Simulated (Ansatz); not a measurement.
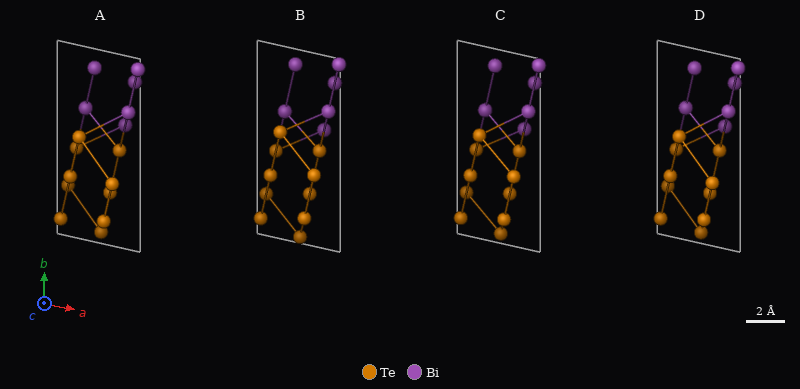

4 geometries from one relaxation of a slab of composition Bi3Te5 (cut from the R3m phase), in shuffled order. Style: ball-and-stick. Shown: the cell of the calculation, outlined in the plane, without the vacuum, along the c axis.

Case: (1 0 1) slab, atoms relaxed. The slab is the (1 0 1) face of Bi2Te3.

The calculation used DFT PBE, scalar-relativistic, plane waves, PAW (Ansatz 0.2.0). (plane-wave cutoff 420 eV; k-point mesh 8 × 4 × 1; occupations gaussian; smearing width 0.1 eV; no spin polarisation; dipole correction; atoms relaxed in a fixed cell; force threshold 0.02 eV/Å; at most 60 steps)

> Put them in the order of the run, from the start to the converged end.

B, C, D, A. They are steps 0, 1, 3, 8, at +1.505 eV per cell of the calculation, +0.642 eV per cell of the calculation, +0.164 eV per cell of the calculation relative to the last. The largest moves relative to the layer's centre, 0.48 Å, are those of Te atoms. By element the largest moves are Te 0.48 Å, Bi 0.29 Å. The cell doesn't change. Near-neighbour distances that change, for instance: Te–Te 3.270 → 2.745 Å, Bi–Te 3.149 → 3.565 Å, Bi–Te 3.149 → 3.465 Å, Bi–Bi 3.404 → 3.088 Å. Bond angles that change, for instance: Te–Te–Bi 91.6° → 100.3°, Te–Bi–Bi 93.6° → 101.0°, Te–Te–Bi 91.6° → 97.9°. The energy falls by 1.505 eV per cell of the calculation in 8 geometry steps. Largest force component: 0.89 eV/Å at the start, 0.013 eV/Å at the end. The run took 61 min on 2 threads of Arm Neoverse V1, on a shared host, peak memory 3.4 GiB.
